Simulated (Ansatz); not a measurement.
**Run report: GaN, Wannier-function calculation (part 2 of 2)**

The same run, continued: GaN (P6₃mc, 4 atoms in the cell); maximally localised Wannier functions of HSE06 bands, plane waves, PAW, no spin polarisation (Ansatz 0.2.0); cutoff 420 eV, 6×6×4 k-mesh, fixed occupations. The structure derives from an entry of the Crystallography Open Database. The geometry comes from this level: r2SCAN. It belongs to a series of runs on one base structure; here: anion s p.

Geometry of the input (Å; fractional positions):
```
3.1831  0.0000  0.0000
-1.5916  2.7567  0.0000
0.0000  0.0000  5.1836
Ga 0.3333  0.6667  -0.0009
Ga 0.6667  0.3333  0.4991
N  0.3333  0.6667  0.3759
N  0.6667  0.3333  0.8759
```

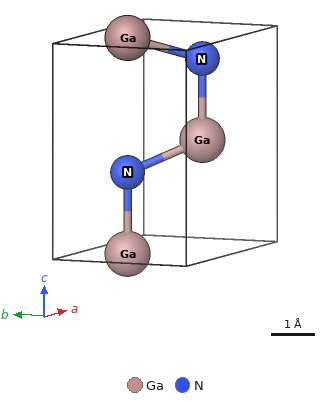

*The structure (ball-and-stick view of the cell of the calculation, seen at an oblique angle). An atom can appear more than once, as a periodic image.*

Output, continued:
```
SCF iter   1: F=—  HF=-8336.819610 eV  |F-HF|=—  |Δ(HF+E_count)|=         —  Δρ=9.99e-5  dr2=5.29e-6  ethr=1.55e-6  ⟨swp⟩=3.0  Hψ=1202  notcnv=0
preconditioner: auto → none  [insulator: Δε(μ)=3.198 eV  Ē_g=20.716 eV  n_scr=22 (ndim 8)  ℏωp=33.0 eV  f_vac=0.012]
iter 2 solved again at ethr=9.94e-11 eV; its pass at ethr=1.37e-8 eV (dr2=3.58e-8 eV) is discarded
SCF iter   2: F=—  HF=-8336.819612 eV  |F-HF|=—  |Δ(HF+E_count)|=   2.25e-6  Δρ=1.41e-5  dr2=2.19e-7  ethr=9.94e-11  ⟨swp⟩=2.8  Hψ=3080  notcnv=0  defer=1
SCF iter   3: F=—  HF=-8336.819614 eV  |F-HF|=—  |Δ(HF+E_count)|=   2.13e-6  Δρ=2.40e-5  dr2=1.79e-7  ethr=9.94e-11  ⟨swp⟩=4.2  Hψ=2101  notcnv=0
SCF iter   4: F=-8336.819614 eV  HF=-8336.819614 eV  |F-HF|=5.82e-9  |Δ(HF+E_count)|=   4.53e-8  Δρ=2.67e-6  dr2=6.23e-9  ethr=9.94e-11  ⟨swp⟩=4.0  Hψ=1738  notcnv=0
SCF 3 converged in 4 iterations: F = -8336.819614 eV  dr2 = 6.23e-9
hybrid outer 2: dexx = +1.999e-6 eV, tail = 6.18e-8 eV, Δε = 7.68e-3 eV (about 2.31e-4 eV left of the loop's levels)
NSCF: frozen V_eff on 6 k-points
NSCF: frozen V_eff on 24 k-points
the Wannier pass solved 24 of the 144 points of its mesh, and has the states at the others by symmetry: states obtained by the crystal's operations at points that were solved too leave a residual of 5.30e-14 eV (read by the count's bands and the next), within 6.67e-6 eV
hybrid SCF converged: 2 outer / 10 inner (+2 warm-up), last move |dexx| = 2.00e-6 eV, tail = 6.18e-8 eV
Stability not checked: this state was not tested for a lower state beside it, because the functional holds exact exchange (a hybrid, or Hartree-Fock), whose exchange loop this test does not read (fock_operator; see scf.lower_state_search)
Free energy (F): -8336.819614 eV
Frozen-core exchange: fock
Harris-Foulkes:  -8336.819614 eV  (|F-HF|=5.82e-9)
Internal energy: -8336.819614 eV  (E = F + TS)
E sigma→0 (E₀):  -8336.819614 eV
Fermi energy:    8.930698 eV
--- Per-component energies (eV) ---
  E_band       = -90.178422
  E_kinetic    = 493.883509
  E_local      = -3904.329795  (includes V_loc(G=0)·N_el)
  E_nonlocal   = 949.746777
  E_hartree    = 1804.795731
  E_xc         = -207.235621
  E_vxc        = -214.432139  (∫ρ·V_xc dr)
  E_exx        = -124.058665  (= α·E_x^exact, valence–valence)
  E_paw        = -4171.669688  (= ΣΔE_a)
  E_vpaw       = -776.520414  (= ΣTr[D̂ρ^β])
  E_aug_tail   = 0.000118  (compensation charges beyond the density's cutoff)
  E_ewald      = -3178.132179
  E_core_change = 0.180199  (= ΣΔE_core)
  E_smearing   = -0.000000  (= −TS)
  E_closure    = -0.000000  (closes the sum)
  Σ components = -8336.819614   (vs F -8336.819614, Δ=0.00e0)
--- Band table (eV; the first three rows and the last of 21) ---
  k-point 0: bands = ["-8.5867", "-8.0141", "-6.7563", "-6.7399", "-6.7399", "-6.6802", "-6.6802", "-6.4861", "-6.4861", "-6.3971", "-6.3971", "-4.6947", "1.3495", "7.8091", "7.8091", "8.8996", "8.9307", "8.9307", "12.1295", "14.6442", "19.9090", "20.4307", "20.4307", "21.3278"]
  k-point 1: bands = ["-8.4308", "-8.0312", "-6.7358", "-6.7358", "-6.6933", "-6.6933", "-6.6611", "-6.4689", "-6.4689", "-6.4063", "-6.4063", "-5.2984", "2.4517", "7.3652", "7.9654", "7.9654", "8.7587", "8.7587", "13.3339", "14.7576", "19.4547", "20.0936", "20.5078", "20.5078"]
  k-point 2: bands = ["-8.1534", "-8.1534", "-6.7187", "-6.7187", "-6.7187", "-6.7187", "-6.4337", "-6.4337", "-6.4337", "-6.4337", "-6.2095", "-6.2095", "4.8116", "4.8116", "8.3547", "8.3547", "8.3547", "8.3547", "14.6152", "14.6152", "19.0243", "19.0243", "20.9537", "20.9537"]
  k-point 20: bands = ["-7.8989", "-7.8989", "-6.6186", "-6.6186", "-6.6065", "-6.6065", "-6.4704", "-6.4704", "-6.4500", "-6.4500", "-4.1730", "-4.1730", "2.3489", "2.3489", "4.4059", "4.4059", "7.3492", "7.3492", "16.8342", "16.8342", "17.6513", "17.6513", "19.8760", "19.8760"]
Wannier search: line search 1 of at most 3000: gauge-dependent spread (as the search counts it) 0.8084193 Å², largest recent change 4.5e-1 Å² and fall left 2.0e-3 Å² against conv_tol 1.0e-8 Å², 0 stops escaped
```

File bands.tsv:
```
# k_distance	band_0	band_1	band_2	band_3	band_4	band_5	band_6	band_7	band_8	band_9	band_10	band_11	band_12	band_13	band_14	band_15	band_16	band_17	band_18	band_19	band_20	band_21	band_22	band_23
# fermi_ev = 8.930698
# lock_threshold_ev = 1e-6
# [0, 0, 0] at k_distance = 0.000000
# [0.5, 0, 0] at k_distance = 1.139626
# [0.3333333333, 0.3333333333, 0] at k_distance = 1.797589
# [0, 0, 0.5] at k_distance = 3.246372
# [0.5, 0, 0.5] at k_distance = 4.385997
# [0.3333333333, 0.3333333333, 0.5] at k_distance = 5.043960
# levels_relative_to = fermi_ev
# free_energy_ev = -8336.819614
# largest_residual_norms_ev = 4.816e-4 4.950e-4 4.667e-4 6.311e-4 5.866e-4 7.055e-4 8.336e-4 9.857e-4 9.875e-4 1.327e-3 6.499e-4 4.707e-4 3.527e-4 3.253e-4 3.343e-4 3.345e-4 5.565e-4 5.126e-4 6.044e-4 5.513e-4 9.306e-4 9.033e-4 9.051e-4 9.361e-4
0.000000	-17.517353	-16.944848	-15.687047	-15.670634	-15.670634	-15.610886	-15.610886	-15.416777	-15.416777	-15.327807	-15.327807	-13.625375	-7.581159	-1.121646	-1.121646	-0.031072	-0.000000	-0.000000	3.198831	5.713530	10.978257	11.499976	11.499976	12.397060
1.139626	-16.941519	-16.860552	-15.611225	-15.595211	-15.498941	-15.448478	-15.430949	-15.423361	-15.339501	-15.301591	-13.745565	-13.064092	-6.931702	-5.664049	-4.513828	-2.961811	-2.349046	-1.079116	6.368239	6.994992	7.437922	10.488625	11.965067	12.105678
1.797589	-16.871612	-16.871612	-15.660885	-15.475434	-15.475434	-15.462952	-15.432299	-15.432299	-15.394998	-15.343975	-13.112477	-13.112477	-5.690785	-5.673501	-5.673501	-3.208409	-3.208409	-2.958839	6.329189	9.644450	9.644450	9.958321	11.510408	11.510408
3.246372	-17.084143	-17.084143	-15.649444	-15.649444	-15.649444	-15.649444	-15.364407	-15.364407	-15.364407	-15.364407	-15.140186	-15.140186	-4.119082	-4.119082	-0.575997	-0.575997	-0.575997	-0.575997	5.684496	5.684496	10.093650	10.093650	12.023015	12.023015
4.385997	-16.854526	-16.854526	-15.610244	-15.610244	-15.506635	-15.506635	-15.395841	-15.395841	-15.330173	-15.330173	-13.445839	-13.445839	-7.091711	-7.091711	-2.098997	-2.098997	-2.033548	-2.033548	5.688121	5.688121	9.359412	9.359412	11.741007	11.741007
5.043960	-16.829586	-16.829586	-15.549253	-15.549253	-15.537184	-15.537184	-15.401073	-15.401073	-15.380658	-15.380658	-13.103709	-13.103709	-6.581844	-6.581844	-4.524771	-4.524771	-1.581499	-1.581499	7.903500	7.903500	8.720617	8.720617	10.945274	10.945274
```

File rho_z.tsv:
```
# z_ang	rho[e/angstrom^3]
# format = ansatz-planar-average/11
# lattice	3.183149581	-0.000000000	0.000000000
# lattice	-1.591574791	2.756688401	0.000000000
# lattice	0.000000000	0.000000000	5.183625529
# sites	4
# site	31	0.000000000	1.837792268	-0.004597103
# site	31	1.591574791	0.918896134	2.587215661
# site	7	0.000000000	1.837792268	1.948456676
# site	7	1.591574791	0.918896134	4.540269440
0.000000	2.195218e0
0.143990	1.745684e0
0.287979	1.015900e0
0.431969	5.089666e-1
0.575958	2.803081e-1
0.719948	1.943616e-1
0.863938	1.675965e-1
1.007927	1.744121e-1
1.151917	2.088633e-1
1.295906	2.731205e-1
1.439896	3.710706e-1
1.583886	4.970287e-1
1.727875	6.244757e-1
1.871865	7.345866e-1
2.015854	8.425656e-1
2.159844	1.024661e0
2.303834	1.417064e0
2.447823	1.970240e0
2.591813	2.195218e0
2.735802	1.745684e0
2.879792	1.015900e0
3.023782	5.089666e-1
3.167771	2.803081e-1
3.311761	1.943616e-1
3.455750	1.675965e-1
3.599740	1.744121e-1
3.743730	2.088633e-1
3.887719	2.731205e-1
4.031709	3.710706e-1
4.175698	4.970287e-1
4.319688	6.244757e-1
4.463678	7.345866e-1
4.607667	8.425656e-1
4.751657	1.024661e0
4.895646	1.417064e0
5.039636	1.970240e0
```

File v_z.tsv:
```
# z_ang	v_es[eV]	v_tot[eV]
# format = ansatz-planar-average/11
# xc	hse06
# density_cutoff_ev	1680
# datasets	Ga=:simpson_from_first_knot:soft:fock:shift=0	N=:simpson_from_first_knot:soft:fock:shift=0
# lattice	3.183149581	-0.000000000	0.000000000
# lattice	-1.591574791	2.756688401	0.000000000
# lattice	0.000000000	0.000000000	5.183625529
# sites	4
# site	31	0.000000000	1.837792268	-0.004597103
# site	31	1.591574791	0.918896134	2.587215661
# site	7	0.000000000	1.837792268	1.948456676
# site	7	1.591574791	0.918896134	4.540269440
0.000000	2.823915e0	-7.662190e0
0.143990	3.712569e0	-6.205090e0
0.287979	4.383508e0	-4.839850e0
0.431969	5.330443e0	-3.099973e0
0.575958	6.666772e0	-9.389931e-1
0.719948	8.371759e0	1.271168e0
0.863938	1.011652e1	3.041724e0
1.007927	1.133394e1	4.220847e0
1.151917	1.179916e1	4.557196e0
1.295906	1.124866e1	3.548519e0
1.439896	9.412564e0	1.066331e0
1.583886	6.682568e0	-2.351394e0
1.727875	3.546430e0	-6.137646e0
1.871865	7.693192e-1	-9.475410e0
2.015854	-8.531420e-1	-1.155379e1
2.159844	-1.055047e0	-1.205459e1
2.303834	-1.018524e-1	-1.117028e1
2.447823	1.405987e0	-9.485262e0
2.591813	2.823915e0	-7.662190e0
2.735802	3.712569e0	-6.205090e0
2.879792	4.383508e0	-4.839850e0
3.023782	5.330443e0	-3.099973e0
3.167771	6.666772e0	-9.389931e-1
3.311761	8.371759e0	1.271168e0
3.455750	1.011652e1	3.041724e0
3.599740	1.133394e1	4.220847e0
3.743730	1.179916e1	4.557196e0
3.887719	1.124866e1	3.548519e0
4.031709	9.412564e0	1.066331e0
4.175698	6.682568e0	-2.351394e0
4.319688	3.546430e0	-6.137646e0
4.463678	7.693192e-1	-9.475410e0
4.607667	-8.531420e-1	-1.155379e1
4.751657	-1.055047e0	-1.205459e1
4.895646	-1.018524e-1	-1.117028e1
5.039636	1.405987e0	-9.485262e0
```

File wannier.spreads.toml:
```
omega_i_ang2 = 12.624921189296515
omega_d_ang2 = 0.01025205106043464
omega_od_ang2 = 0.264463077264094
omega_total_ang2 = 12.899636317621043
least_projectability = 0.2943499940835451
b_vectors_match_mmn = true
n_iter = 26
converged = true
rejected_fitted_steps = 1

[[wannier]]
r = [1.335633389230567, 1.0666639708922958, 4.650357066862865]
spread = 1.6075425125410057

[[wannier]]
r = [1.5915747904676516, 0.6233604597560894, 4.650357066943578]
spread = 1.6075425125686849

[[wannier]]
r = [-0.2559414014116236, 1.6900244305689767, 2.058544302617264]
spread = 1.6075425126125147

[[wannier]]
r = [0.2559414014822409, 1.6900244306094836, 2.0585443026665957]
spread = 1.607542512725808

[[wannier]]
r = [-0.00000000004962401844825387, 2.133327941674772, 2.0585443026456103]
spread = 1.607542512746429

[[wannier]]
r = [1.8475161922058276, 1.0666639707584167, 4.650357067034769]
spread = 1.6075425130394585

[[wannier]]
r = [1.591574790672303, 0.9188961337669271, 4.237797676274702]
spread = 1.627190620644857

[[wannier]]
r = [0.000000000024145289351604632, 1.8377922676121907, 1.6459849119518941]
spread = 1.6271906207423017

[[curvature_check]]
after_line_search = 13
omega_tilde_before_ang2 = 0.48362426612266884
krylov_steps = 26
lowest_ritz_value_ang2 = -0.4141373691113044
residual_ang2 = 8.175685882172496e-18
settled = true
first_negative_step = 3
curvature_along_ang2 = -0.4140895241554694
angle_rad = 0.7707464428474512
omega_tilde_after_ang2 = 0.38337400765940266
outcome = "escaped"

[[curvature_check]]
after_line_search = 26
omega_tilde_before_ang2 = 0.27471512832452866
krylov_steps = 24
lowest_ritz_value_ang2 = 0.35876017777632135
residual_ang2 = 3.89803151744988e-9
settled = true
outcome = "no-negative-curvature"
```

Summary:

```tsv
quantity	value
outcome	converged
space group (tolerance 0.01 Å)	P6₃mc (186)
electrons treated	36
free energy	−8336.8196 eV
total spread of the Wannier functions	12.900 Å²
Fermi energy	8.931 eV
gap on the k-point mesh	3.20 eV
hardware	4 threads of Arm Neoverse V1, 24 GiB of memory available, shared host
wall time	1.9 min (CPU time 7 min)
peak memory	1.3 GiB
```
